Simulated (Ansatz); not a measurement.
A series of calculations on SnO$_{2}$

### Relaxation

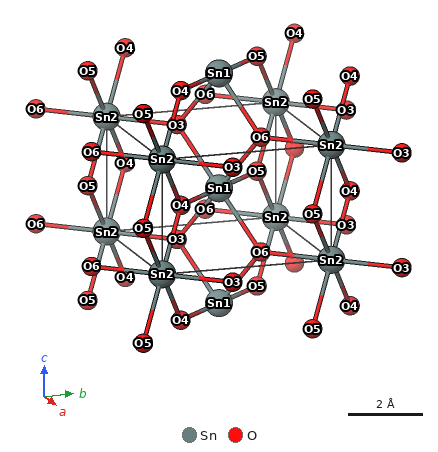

Starting structure of crystalline SnO$_{2}$ (set up in Pnnm) (coarse preliminary run). The picture is a ball-and-stick view of the cell of the calculation, seen slightly off an axis.

Computed with Ansatz, DFT LDA, scalar-relativistic, plane waves, PAW.

The input:
```yaml
crystal:
  lattice:
    - [4.788004, 0.0, 0.0]
    - [0.0, 4.866582, 0.0]
    - [0.0, 0.0, 3.240898]
  atoms:
    - { symbol: Sn, position: [0.5, 0.5, 0.5] }
    - { symbol: Sn, position: [0.0, 0.0, 0.0] }
    - { symbol: O, position: [0.291855, 0.321042, 0.0] }
    - { symbol: O, position: [0.791855, 0.178958, 0.5] }
    - { symbol: O, position: [0.208145, 0.821042, 0.5] }
    - { symbol: O, position: [0.708145, 0.678958, 0.0] }
basis:
  ecutwfc: 420
kpoints:
  mp_grid: { grid: [4, 4, 6] }
hamiltonian:
  xc: lda
scf:
  occupations: { method: gaussian, width: 0.1 }
output:
  forces: true
  stress: true
  eigenvalues: true
relax:
  adjacent_minimum: "off"
  f_tol: 0.05
  max_steps: 80
  cell: { stress_tol: 0.5 }
```

Launched with:
```bash
ansatz run input.yaml --threads 2 --pin off --max-ram 5120MiB --backend cpu --events-out ev --progress --plain --runs-dir out
```

### What does the optimiser find from here?

The largest moves relative to the cell, 0.093 Å, are those of O3, O4, O5 and O6. O3 goes along [1 −1 0]. Sn stays in place. The volume changes by −5.6 %, with a 4.788 → 4.723 Å (−1.4 %), b 4.867 → 4.731 Å (−2.8 %), c 3.241 → 3.191 Å (−1.5 %). Some distances before and after: Sn1–O4 2.096 → 2.046 Å, Sn1–O3 2.092 → 2.056 Å. The space group (tolerance 0.01 Å) goes from Pnnm (No. 58) to P4_2/mnm (No. 136). Over 4 accepted moves (5 points after the start) the energy falls by 29.4 meV per atom. Largest force component: 0.17 eV/Å at the start, 0.0016 eV/Å at the end. Pressure: −11.22 GPa at the start and −0.44 GPa at the end. At 1 point the geometry stayed and the basis and grid were re-selected for the new cell (energy shift of 3.8 meV per atom at most each time). The run took 32 s on 2 threads of Intel(R) Xeon(R) Processor @ 2.50GHz (Skylake/Cascade Lake), on a shared host, peak memory 0.41 GiB.

After the run, drawn alike:

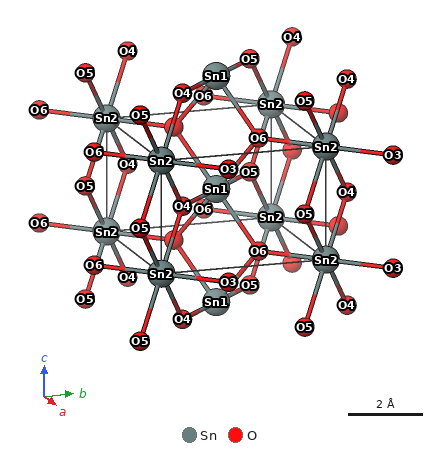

### Relaxation

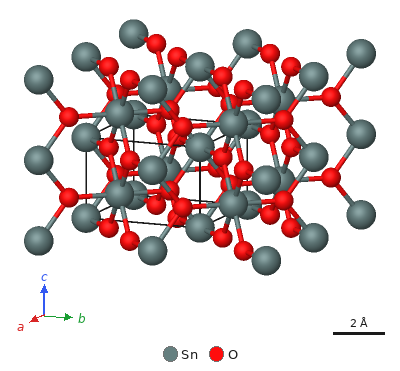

This is the input geometry for a relaxation of crystalline SnO2 (set up in Pnnm) (coarse preliminary run). Style: ball-and-stick. Shown: the cell of the calculation, repeated 2 × 2 × 2 with one cell outlined, slightly off an axis.

Level of theory: DFT r2SCAN, scalar-relativistic, plane waves, PAW in Ansatz 0.2.0.

The input:
```yaml
crystal:
  lattice:
    - [4.788004, 0.0, 0.0]
    - [0.0, 4.866582, 0.0]
    - [0.0, 0.0, 3.240898]
  atoms:
    - { symbol: Sn, position: [0.5, 0.5, 0.5] }
    - { symbol: Sn, position: [0.0, 0.0, 0.0] }
    - { symbol: O, position: [0.291855, 0.321042, 0.0] }
    - { symbol: O, position: [0.791855, 0.178958, 0.5] }
    - { symbol: O, position: [0.208145, 0.821042, 0.5] }
    - { symbol: O, position: [0.708145, 0.678958, 0.0] }
basis:
  ecutwfc: 500
kpoints:
  mp_grid: { grid: [4, 4, 6] }
hamiltonian:
  xc: r2scan
scf:
  occupations: { method: gaussian, width: 0.1 }
output:
  forces: true
  stress: true
  eigenvalues: true
relax:
  adjacent_minimum: "off"
  f_tol: 0.05
  max_steps: 80
  cell: { stress_tol: 0.5 }
```

Launched with:
```bash
ansatz run input.yaml --threads 2 --pin off --max-ram 5120MiB --backend cpu --events-out ev --progress --plain --runs-dir out
```

What does the optimiser find from here?

The largest moves relative to the cell, 0.092 Å, are those of O3, O4, O5 and O6. O3 goes along [1 −1 0]. Sn stays in place. The volume changes by −4.0 %, with a 4.788 → 4.759 Å (−0.6 %), b 4.867 → 4.759 Å (−2.2 %), c 3.241 → 3.200 Å (−1.2 %). Near-neighbour distances that change, for instance: Sn1–O4 2.096 → 2.057 Å, Sn1–O3 2.092 → 2.067 Å. The space group stays Pnnm (No. 58). The energy falls by 98.2 meV per cell of the calculation in 3 accepted moves (4 points after the start). Largest force component: 0.13 eV/Å at the start, 0.039 eV/Å at the end. The pressure goes from −8.21 to 0.02 GPa. The SCF was repeated once at an unchanged geometry on a basis and grid sized afresh for the cell, which shifted the energy by 1.6 meV per cell of the calculation at most.

History of the run:

| step | E − E(0), meV/atom | largest force component, eV/Å | pressure, GPa | volume, Å³/atom | note |
| --- | --- | --- | --- | --- | --- |
| 0 | 0.00 | 0.1258 | -8.21 | 12.586 |  |
| 1 | -15.00 | 0.0674 | 0.29 | 12.059 |  |
| 2 | -15.85 | 0.0647 | 0.12 | 12.073 |  |
| 3 | -16.64 | 0.0393 | 0.00 | 12.081 |  |
| 4 | -16.37 | 0.0394 | 0.02 | 12.081 | same geometry, new basis |

The end point in the same view:

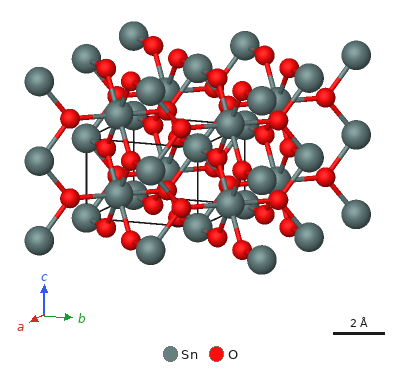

### A change

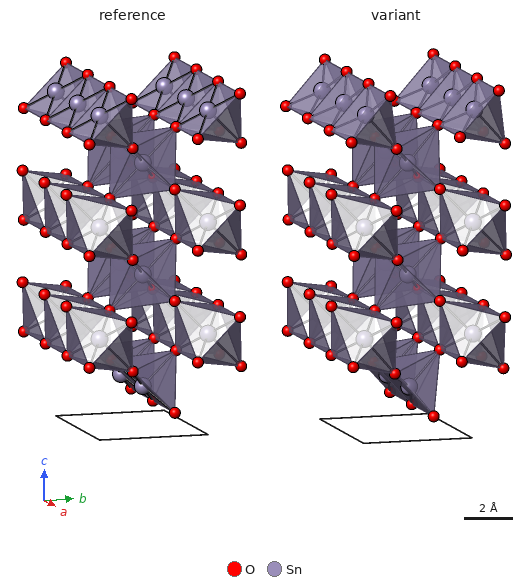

Left: a (0 1 0) slab of SnO2 as cut from the relaxed bulk. Right: the same structure after one change, at the same scale. A polyhedral model of the 2 × 1 repeat of the cell, outlined in the plane, without the vacuum, seen slightly off an axis.

The calculation used DFT r2SCAN, scalar-relativistic, plane waves, PAW in Ansatz 0.2.0. Settings: plane-wave cutoff 500 eV; occupations gaussian; no spin polarisation. The k-mesh is chosen for each cell (6×6×8, 8×6×1). Smearing widths differ between the runs.

The atoms of the slab are relaxed at the bulk's in-plane cell.

Q: What does the change do?

A: The surface energy (mean of the two faces) falls from 1.78 to 1.46 J/m². The top spacing, between the O and Sn planes, goes from 0.92 to 1.04 Å (+12.3 %), the bottom one (O to Sn) from 0.92 to 1.04 Å (+12.3 %). The lattice vectors keep their values. The largest moves relative to the layer's centre, 0.27 Å, are those of O atoms. Largest moves by element: O 0.27 Å, Sn 0.10 Å. Among the bonded contacts that change: O–Sn 2.064 → 1.998 to 2.129 Å.

### Scan

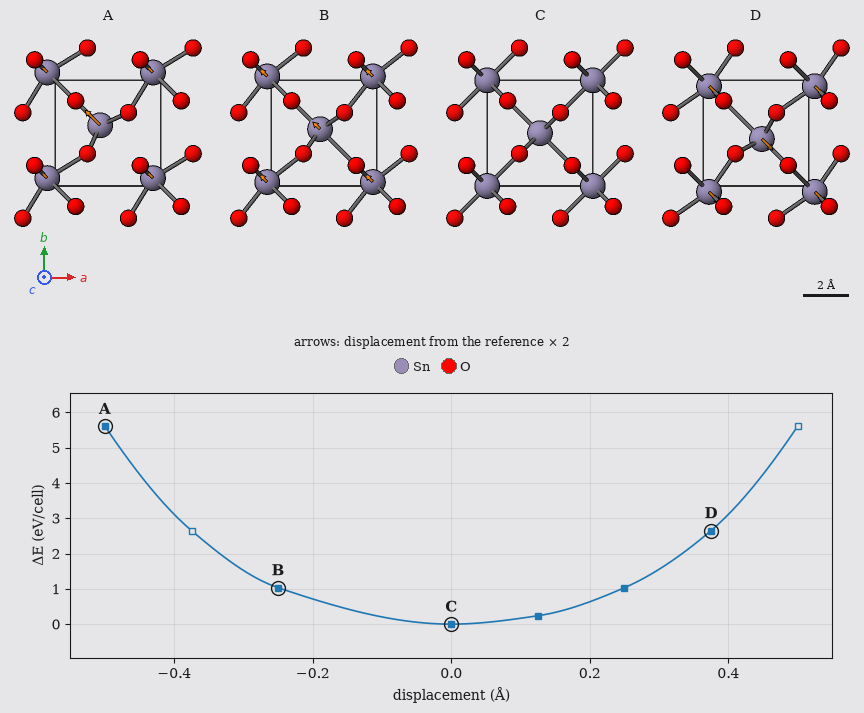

Energy scan for solid SnO₂ (P4_2/mnm), in which the whole Sn sublattice is shifted rigidly, towards the nearest copy of atom 4 (O) at 2.059 Å, all else fixed. The lettered frames are marked on the plot. Hollow markers are points alike by symmetry, not computed again. The picture is a ball-and-stick view of the cell of the calculation, repeated 1 × 1 × 2 with one cell outlined, seen along the c axis. Orange arrows: displacements from the reference.

Level of theory: DFT r2SCAN, scalar-relativistic, plane waves, PAW (Ansatz 0.2.0). Set-up: plane-wave cutoff 500 eV; k-point mesh 6 × 6 × 8; occupations gaussian; smearing width 0.05 eV; no spin polarisation. Energies (free energies at the smearing named) are counted from the relaxed crystal.

Question: What does the scan show?

Answer: The lowest computed point lies at the displacement 0.00 Å (0.00 eV/cell). At the ends of the scan the energy is 5.61 eV/cell (−0.50 Å) and 5.61 eV/cell (0.50 Å). The well is symmetric. At the highest point the shortest interatomic distance is 1.56 Å, against 2.06 Å in the reference. The distortion takes the space group from P4_2/mnm to Amm2.
